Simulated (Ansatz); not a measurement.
# Geometry relaxation of Ni (part 2 of 2)

Ni (Fm-3m, 1 atom in the cell); DFT PBEsol, scalar-relativistic, plane waves, PAW, spin-polarised (Ansatz 0.2.0); cutoff 420 eV, 20×20×20 k-mesh, Gaussian smearing of 0.1 eV, collinear spins. The structure derives from an entry of the Crystallography Open Database.

Geometry of the input (Å; fractional positions):
```
0.0000  1.7332  1.7332
1.7332  0.0000  1.7332
1.7332  1.7332  0.0000
Ni 0.0000  0.0000  0.0000
```

### Output, continued
```
relax step   3: F+E_penalty+E_count = -5804.97811013 eV  Δ(F+E_penalty+E_count) = -2.012e-5 eV  max|allowed force component| = 0.000e0 eV/Å  Δτ_max = 0.0000 Å  P = +0.001 GPa  Ω = 10.384 Å³  energy of the carried Pulay correction = +9.893e-6 eV  (7 SCF iters, dr2 threshold 1.00e-7 eV, accepted)
Initial wavefunctions: pseudopotential atomic-orbital guess (no wavefunctions were taken with the density)
iter 1 solved again at ethr=1.08e-7 eV; its pass at ethr=3.10e-3 eV (dr2=1.95e-5 eV) is discarded
SCF iter   1: F=—  HF=-5804.978099 eV  |F-HF|=—  |Δ(HF+E_count)|=         —  Δρ=3.76e-6 (↑3.76e-6 ↓3.04e-6)  dr2=2.57e-9  dr2_m=1.43e-10  M=0.632 μB ∫|m|=0.712 μB  β_m=0.65  ethr=1.08e-7  ⟨swp⟩=2.5  Hψ=53328  notcnv=0
eigensolver tolerance schedule: the retry pair's looser diagonalisation over-reported the residual by 7579.11 of it (diagonalisation noise at 0.36 of the residual, at the tolerance the schedule requests for it); recorded, not acted on — ethr = c·dr2/N_el stays at c = 1.0e-1
preconditioner: auto → none  [metal: Δε(μ)=0.004 eV  Ē_g=17.308 eV  σ=0.100 eV  W_gap=0.02  n_scr=0 (ndim 8)  ℏωp=36.4 eV  f_vac=0.000  D(μ)=1.66/eV (n_scr^D=26)]
SCF iter   2: F=—  HF=-5804.978098 eV  |F-HF|=—  |Δ(HF+E_count)|=   5.70e-7  Δρ=6.68e-6 (↑3.29e-6 ↓6.68e-6)  dr2=4.94e-9  dr2_m=3.01e-10  M=0.632 μB ∫|m|=0.712 μB  β_m=0.30  ethr=1.43e-11  ⟨swp⟩=2.8  Hψ=13301  notcnv=0
SCF iter   3: F=—  HF=-5804.978098 eV  |F-HF|=—  |Δ(HF+E_count)|=   1.25e-9  Δρ=1.76e-6 (↑1.45e-6 ↓1.76e-6)  dr2=5.45e-11  dr2_m=1.74e-10  M=0.632 μB ∫|m|=0.712 μB  β_m=0.42  ethr=1.43e-11  ⟨swp⟩=2.1  Hψ=9816  notcnv=0
SCF iter   4: F=—  HF=-5804.978098 eV  |F-HF|=—  |Δ(HF+E_count)|=   1.62e-9  Δρ=1.41e-6 (↑6.80e-7 ↓1.41e-6)  dr2=6.29e-11  dr2_m=9.67e-11  M=0.632 μB ∫|m|=0.712 μB  β_m=0.71  ethr=1.00e-12  ⟨swp⟩=2.2  Hψ=11513  notcnv=0
SCF iter   5: F=—  HF=-5804.978098 eV  |F-HF|=—  |Δ(HF+E_count)|=   1.20e-9  Δρ=2.71e-6 (↑1.36e-6 ↓2.71e-6)  dr2=8.38e-10  dr2_m=4.74e-11  M=0.632 μB ∫|m|=0.712 μB  β_m=0.56  ethr=1.00e-12  ⟨swp⟩=2.2  Hψ=10889  notcnv=0  recentre
SCF iter   6: F=—  HF=-5804.978098 eV  |F-HF|=—  |Δ(HF+E_count)|=  1.36e-10  Δρ=1.09e-6 (↑5.24e-7 ↓1.09e-6)  dr2=1.28e-10  dr2_m=8.55e-12  M=0.632 μB ∫|m|=0.712 μB  β_m=0.78  ethr=1.00e-12  ⟨swp⟩=2.6  Hψ=11553  notcnv=0
SCF iter   7: F=—  HF=-5804.978098 eV  |F-HF|=—  |Δ(HF+E_count)|=  2.91e-11  Δρ=1.42e-7 (↑6.14e-8 ↓1.42e-7)  dr2=2.18e-12  dr2_m=1.74e-13  M=0.632 μB ∫|m|=0.712 μB  β_m=0.89  ethr=1.00e-12  ⟨swp⟩=2.4  Hψ=9664  notcnv=0
SCF iter   8: F=-5804.978098 eV  HF=-5804.978098 eV  |F-HF|=0.00e0  |Δ(HF+E_count)|=  1.82e-12  Δρ=7.43e-8 (↑3.32e-8 ↓7.43e-8)  dr2=6.98e-13  dr2_m=4.61e-14  M=0.632 μB ∫|m|=0.712 μB  ethr=1.00e-12  ⟨swp⟩=3.2  Hψ=26042  notcnv=0
SCF 4 converged in 8 iterations: F = -5804.978098 eV  dr2 = 6.98e-13
relax step   4: F+E_penalty+E_count = -5804.97809831 eV  Δ(F+E_penalty+E_count) = +1.182e-5 eV  max|allowed force component| = 0.000e0 eV/Å  Δτ_max = 0.0000 Å  P = +0.002 GPa  Ω = 10.384 Å³  stress off target by 2.35e-3 GPa  SCF on the basis re-selected at this cell (its energy is not comparable with the rows above)  (8 SCF iters)
```

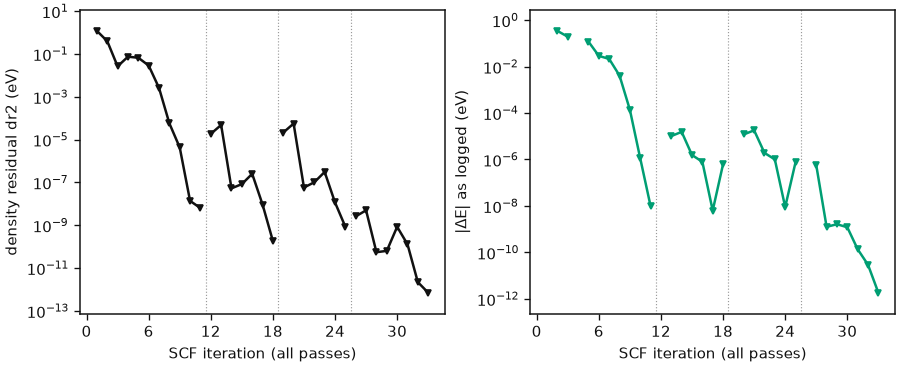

**Figure 1.** Convergence of the self-consistent field: density residual dr2 and size of the energy change against the SCF iteration. The dotted lines part the SCF passes of the relaxation: geometry steps, rejected trials and re-solves on a re-selected basis. The passes take 11, 7, 7 and 8 iterations.

```
basis re-selected at this cell: Δ(F+E_penalty+E_count) = +1.182e-5 eV, ΔP = +0.002 GPa vs the last step (what re-selecting the basis moved, of the pressure what is left beyond the Pulay correction that the steps carried, after the strain that the cell walked since its last selection, with what the two solves' SCF thresholds leave and, on support functions, any second-order correction that the steps lacked; it is no measure of the basis error at this ecutwfc). This SCF's stress stands 2.35e-3 GPa from its target on what of the cell is left free (relax.cell.stress_tol is 5.00e-2 GPa) and its largest allowed force component is 0.00e0 eV/Å (relax.f_tol is 5.00e-3 eV/Å): within both
SCF converged after 8 iterations
Magnetization: 0.6324 μB (9.3162 up, 8.6838 down)
Absolute magnetization: 0.7125 μB (∫|ρ↑−ρ↓|, with the PAW one-centre terms)
Spin contamination: 0.0057 ħ² per cell (⟨S²⟩ above its minimum at these occupations)
Per-site moments (μB) at R_I (Å): [(0.6668871848330512, 1.0101371520779472)]
Free energy (F): -5804.978098 eV
Harris-Foulkes:  -5804.978098 eV  (|F-HF|=0.00e0)
Internal energy: -5804.969806 eV  (E = F + TS)
E sigma→0 (E₀):  -5804.973952 eV
Entropy (-TS):   -0.008292 eV (-8.292 meV/atom)
Fermi energy:    19.091620 eV
--- Per-component energies (eV) ---
  E_band       = -268.430288
  E_kinetic    = 283.204070
  E_local      = -3357.971929  (includes V_loc(G=0)·N_el)
  E_nonlocal   = 635.763763
  E_hartree    = 1401.139966
  E_xc         = -84.906361
  E_vxc        = -109.897990  (∫ρ·V_xc dr)
  E_paw        = -1594.081308  (= ΣΔE_a)
  E_vpaw       = -521.808553  (= ΣTr[D̂ρ^β])
  E_aug_tail   = 0.000482  (compensation charges beyond the density's cutoff)
  E_ewald      = -3088.315779
  E_core_change = 0.197289  (= ΣΔE_core)
  E_smearing   = -0.008292  (= −TS)
  E_closure    = 0.000000  (closes the sum)
  Σ components = -5804.978098   (vs F -5804.978098, Δ=0.00e0)
--- Forces (eV/Å), atoms counted from 1 ---
  atom   1  Ni     0.00000000    -0.00000000     0.00000000
  max |Σ_I F_I| component: 2.16e-32 eV/Å
--- Stress (GPa, compression-positive) ---
        0.002347      -0.000000       0.000000
       -0.000000       0.002347       0.000000
       -0.000000       0.000000       0.002347
  P = ⅓ Tr σ = 0.0023 GPa (0.023 kbar)
--- Band table (eV; the first three rows and the last of 512) ---
  k-point 0 ↑: bands = ["-84.3604", "-44.7375", "-44.7375", "-44.7375", "9.5835", "16.5059", "16.5059", "16.5059", "17.7700", "17.7700", "42.9109", "47.2343", "47.2343", "47.2343"]
  k-point 1 ↑: bands = ["-84.3594", "-44.7441", "-44.7385", "-44.7385", "9.6851", "16.4778", "16.5299", "16.5299", "17.7595", "17.7595", "42.6437", "45.8013", "46.9685", "46.9685"]
  k-point 2 ↑: bands = ["-84.3564", "-44.7629", "-44.7412", "-44.7412", "9.9860", "16.3999", "16.5948", "16.5948", "17.7348", "17.7348", "41.3279", "44.4121", "46.4353", "46.4353"]
  k-point 255 ↓: bands = ["-83.4706", "-44.1021", "-44.1021", "-44.0262", "15.4265", "16.3870", "16.3870", "18.2878", "19.4976", "27.1897", "27.1897", "29.4903", "30.7035", "49.9372"]
--- Relaxed structure (3 steps of the walk, 3 accepted, 1 SCFs on fresh bases) ---
  F+E_penalty+E_count = -5804.97809831 eV   max|allowed force component| = 0.000e0 eV/Å   (the final SCF, on the basis selected at the relaxed cell)
  cell:  # Å, volume = 10.3837 Å³
    - [-2.137667798175728e-34, 1.7315753458491714, 1.7315753458491714]
    - [1.7315753458491714, -2.24116754259392e-34, 1.7315753458491714]
    - [1.7315753458491714, 1.7315753458491714, -1.6719189482938653e-35]
  atoms:
    - { symbol: Ni, position: [0.0, 0.0, 0.0] }
--- Löwdin populations: 1 site ---
  site symbol       q [e]    m [muB]
     0     Ni     17.7762     0.6601
  spilling = 0.012433 (of n_electrons = 18.000000)
```

### File populations.tsv
```
# site	symbol	l	j	q_up	q_dn
# orbitals = lowdin
# n_electrons = 18.000000
# spilling = 0.012433
0	Ni	0_3S	-	0.997776	0.997849
0	Ni	0_4S	-	0.473008	0.483009
0	Ni	1_3P	-	2.998981	2.998933
0	Ni	2_3D	-	4.748392	4.078266
```

### Trajectory as extended XYZ (Å, eV, eV/Å), 4 frames, from step=1 to step=4
```
1
Lattice="0.0000 1.7332 1.7332 1.7332 0.0000 1.7332 1.7332 1.7332 0.0000" Properties=species:S:1:pos:R:3:forces:R:3 step=1 energy=-5804.97804 pressure_GPa=-0.63
Ni    0.0000    0.0000    0.0000    0.0000   0.0000   0.0000
1
Lattice="0.0000 1.7324 1.7324 1.7324 0.0000 1.7324 1.7324 1.7324 0.0000" Properties=species:S:1:pos:R:3:forces:R:3 step=2 energy=-5804.97809 pressure_GPa=-0.33
Ni    0.0000    0.0000    0.0000    0.0000   0.0000   0.0000
1
Lattice="0.0000 1.7316 1.7316 1.7316 0.0000 1.7316 1.7316 1.7316 0.0000" Properties=species:S:1:pos:R:3:forces:R:3 step=3 energy=-5804.97811 pressure_GPa=0.00
Ni    0.0000    0.0000    0.0000    0.0000   0.0000   0.0000
1
Lattice="0.0000 1.7316 1.7316 1.7316 0.0000 1.7316 1.7316 1.7316 0.0000" Properties=species:S:1:pos:R:3:forces:R:3 step=4 energy=-5804.97810 pressure_GPa=0.00
Ni    0.0000    0.0000    0.0000    0.0000   0.0000   0.0000
```

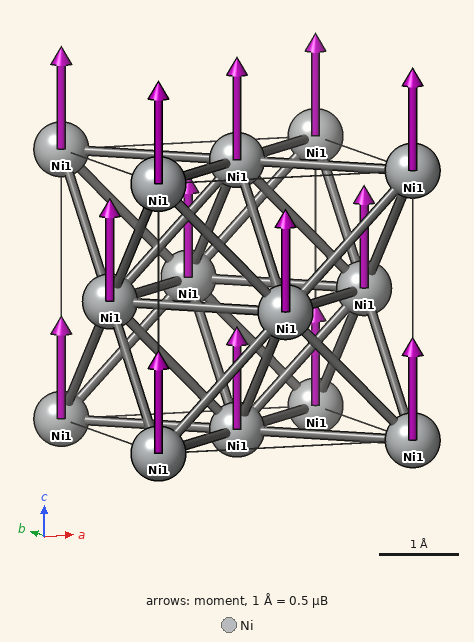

**Figure 2.** Magnetic moments of the sites as pink arrows (ball-and-stick view of the cell 4 times as large as that of the calculation, set on its symmetry axes, seen slightly off an axis; atoms are numbered from 1 in the order of the input); small moments hardly show. The run is collinear, so the axis drawn is arbitrary. Site moments: Ni1 (0.67 μB). They are counted near the atoms and needn't add up to the moment of the cell.
